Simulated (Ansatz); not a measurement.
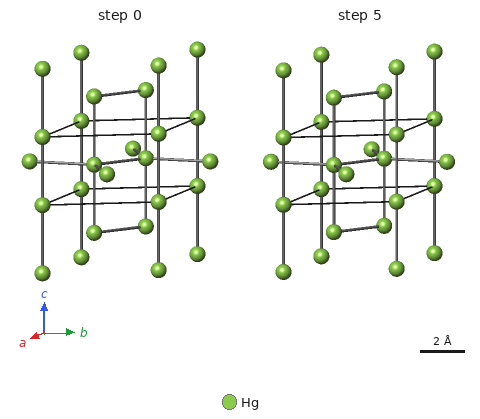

The structure of crystalline Hg (set up in P6/mmm) before (left) and after (right) a relaxation, at one scale.

A ball-and-stick model of the cell of the calculation, seen slightly off an axis.

These are results of DFT PBE+D3(BJ), scalar-relativistic, plane waves, PAW (Ansatz), not measurements.

The input:
```yaml
crystal:
  lattice:
    - [5.4666964342, 0.0, 0.0]
    - [-2.7333482171, 4.7342979868, 0.0]
    - [0.0, 0.0, 3.18521781]
  atoms:
    - { symbol: Hg, position: [0.33333333, 0.66666667, 0.5] }
    - { symbol: Hg, position: [0.66666667, 0.33333333, 0.5] }
    - { symbol: Hg, position: [0.0, 0.0, 0.0] }
basis:
  ecutwfc: 420
kpoints:
  mp_grid: { grid: [9, 9, 14] }
hamiltonian:
  xc: pbe
  dispersion: d3bj
scf:
  occupations: { method: gaussian, width: 0.1 }
output:
  forces: true
  stress: true
  eigenvalues: true
relax:
  adjacent_minimum: "off"
  f_tol: 0.005
  max_steps: 80
  cell: { stress_tol: 0.05 }
```

What changed between the two?

Answer. Over 4 accepted moves (5 points after the start) the energy falls by 7.9 meV per atom. All forces vanish by symmetry, so only the cell relaxes. The pressure goes from −1.27 to 0.00 GPa. At 1 point the geometry stayed and the basis and grid were re-selected for the new cell (energy shift of 0.6 meV per atom at most each time). The atoms keep their places relative to the cell (all moves are under 0.005 Å). The volume changes by −6.4 %, with a = b 5.467 → 5.328 Å (−2.5 %), c 3.185 → 3.140 Å (−1.4 %). Among the contacts that change: Hg1–Hg2 3.156 → 3.076 Å, Hg1–Hg1 3.185 → 3.140 Å. The space group stays P6/mmm (No. 191). The run took roughly 40 core-seconds on a shared host.
